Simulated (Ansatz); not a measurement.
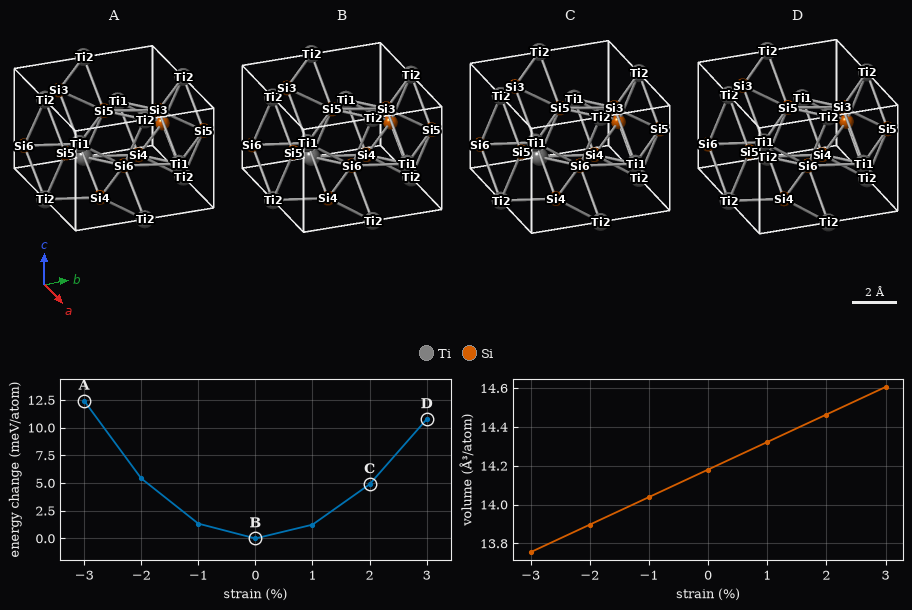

Members of a series of calculations on a crystal of TiSi2 (set up in Fddd), marked on the first curve. A ball-and-stick model of the conventional cell (2 times the calculation's cell), seen from a free direction. Lengths and directions refer to the drawn axes.

These are results of Ansatz, DFT PBE, scalar-relativistic, plane waves, PAW, not measurements. (plane-wave cutoff 420 eV; k-point mesh 10 × 10 × 10; occupations gaussian; smearing width 0.1 eV; no spin polarisation)

Describe the series.

Answer. Strain along c alone, the other axes held, atoms relaxed. A (strain −3.0 %): energy change 12.4 meV/atom, volume 13.75 Å³ per atom. B (strain 0.0 %): energy change 0.0 meV/atom, volume 14.18 Å³ per atom. C (strain 2.0 %): energy change 4.9 meV/atom, volume 14.46 Å³ per atom. D (strain 3.0 %): energy change 10.8 meV/atom, volume 14.61 Å³ per atom. The rest compares A with D. The volume changes by +6.2 %, with a 4.772 → 4.845 Å (+1.5 %), b unchanged at 8.559 Å, c 4.640 → 4.927 Å (+6.2 %), β 119.4° → 120.9°. Among the bonded contacts that change: Si–Ti 2.724 → 2.849 Å, Si–Ti 2.698 → 2.815 Å, Si–Si 2.520 → 2.548 Å.
